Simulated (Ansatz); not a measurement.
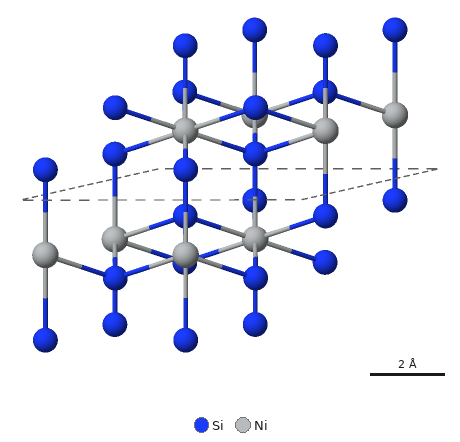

Energy scan for a crystal of Si₂Ni (Fm-3m), in which the crystal is pulled apart rigidly along the normal of the (1 1 1) plane of the conventional cell, at a cut between a plane of Si below and one of Si above, 1.56 Å apart. One cut stands in each cell, which starts 9.3 Å high; nothing is relaxed, and the dashed outline marks the cut. The picture shows the perfect crystal around the cut (dashed). A ball-and-stick model of the layers on both sides of the cut, seen from the side, nearly along the cut plane.

Level of theory: DFT PBEsol, scalar-relativistic, plane waves, PAW in Ansatz. Set-up: plane-wave cutoff 420 eV; k-point mesh 14 × 14 × 5; occupations gaussian; smearing width 0.15 eV; no spin polarisation. Energies (free energies at the smearing named) are counted from the relaxed crystal.

Input
```yaml
crystal:
  lattice:
    - [2.6957048483, -2.6957048483, 0.0]
    - [2.6957048483, 0.0, -2.6957048483]
    - [5.3914096965, 5.3914096965, 5.3914096965]
  atoms:
    - { symbol: Si, position: [0.6666666667, 0.6666666667, 0.5833333333] }
    - { symbol: Si, position: [1.0, 0.0, 0.25] }
    - { symbol: Si, position: [0.3333333333, 0.3333333333, 0.9166666667] }
    - { symbol: Si, position: [0.6666666667, 0.6666666667, 0.0833333333] }
    - { symbol: Si, position: [1.0, 0.0, 0.75] }
    - { symbol: Si, position: [0.3333333333, 0.3333333333, 0.4166666667] }
    - { symbol: Ni, position: [0.3333333333, 0.3333333333, 0.6666666667] }
    - { symbol: Ni, position: [0.6666666667, 0.6666666667, 0.3333333333] }
    - { symbol: Ni, position: [1.0, 0.0, 0.0] }
basis:
  ecutwfc: 420
kpoints:
  mp_grid: { grid: [14, 14, 5] }
hamiltonian:
  xc: pbesol
scf:
  occupations: { method: gaussian, width: 0.15 }
output:
  forces: true
  stress: true
  eigenvalues: true
```

Launched with:
```bash
ansatz run input.yaml --threads 2 --pin off --max-ram 5120MiB --backend cpu --events-out ev --progress --plain --runs-dir out
```

Question: Give the energy at each point (the opening: −0.30, −0.15, 0.00, 0.25, 0.50, 0.75, 1.00, 1.50, 2.00, 3.00, 4.50, 6.00 Å).

Answer:
```tsv
opening (Å)	ΔE per area (J/m²)
−0.30	1.037
−0.15	0.204
0.00	0.000
0.25	0.324
0.50	0.894
0.75	1.396
1.00	1.754
1.50	2.152
2.00	2.363
3.00	2.532
4.50	2.564
6.00	2.566
```

At the widest opening, 6.00 Å, the energy has risen by 2.566 J/m², where the curve has levelled off: this is the ideal work of separation, the sum of the two unrelaxed surface energies of a slab 9.3 Å thick. The steepest rise lies between 0.25 Å and 0.50 Å, with a mean traction of about 23 GPa. Pressing the cut together by 0.30 Å costs 1.037 J/m².

The computed profile:

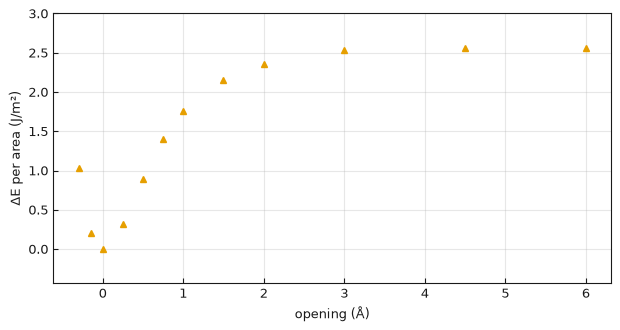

Limits of the set-up: an element that often carries a moment was run without spin polarisation.
